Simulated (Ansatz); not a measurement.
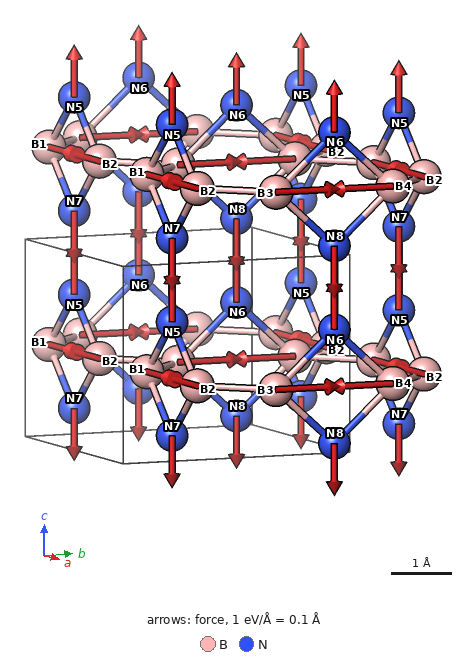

Starting geometry of solid BN (a generated structure, set up in P4/mmm) (coarse preliminary run) with the computed forces as red arrows. Style: ball-and-stick. Shown: the cell of the calculation, repeated 2 × 1 × 2 with one cell outlined, slightly off an axis.

Theory: DFT PBE, scalar-relativistic, plane waves, PAW (Ansatz). (plane-wave cutoff 420 eV; k-point mesh 4 × 4 × 6; occupations gaussian; smearing width 0.1 eV; no spin polarisation; cell and atoms relaxed; force threshold 0.04 eV/Å; at most 70 steps)

> Is this structure relaxed? If not, where do the atoms go?

It isn't relaxed: the largest force vector, on B atoms, is 11.82 eV/Å. The atoms end up moving mostly along the starting forces (cosine between the two patterns 1.00). The largest moves relative to the cell, 0.13 Å, are those of B1, B2, B3 and B4. B1 goes along +a. By element the largest moves are B 0.13 Å, N 0.08 Å. The drawn cell changes as follows: a = b 4.122 → 4.771 Å (+15.8 %), c 3.318 → 3.383 Å (+2.0 %); the volume changes by +36.6 %. Some distances before and after: B1–B2 1.997 → 2.573 Å, B1–B3 1.412 → 1.820 Å, N5–N7 1.411 → 1.276 Å, B1–N5 1.428 → 1.522 Å. Bond angles that change, for instance: B1–N7–B2 96.2° → 92.4°, N5–B1–N7 83.8° → 87.6°. The space group stays P4/mmm (No. 123). After 8 accepted moves (10 points after the start) the energy has fallen by 8.608 eV per cell of the calculation. The largest force component goes from 12 to 0.0076 eV/Å. The pressure goes from 82.91 to −0.08 GPa. The SCF was repeated twice at an unchanged geometry on a basis and grid sized afresh for the cell, which shifted the energy by 0.373 eV per cell of the calculation at most.

Limits of the set-up: the k-point mesh is coarse for a cell with partly filled bands.
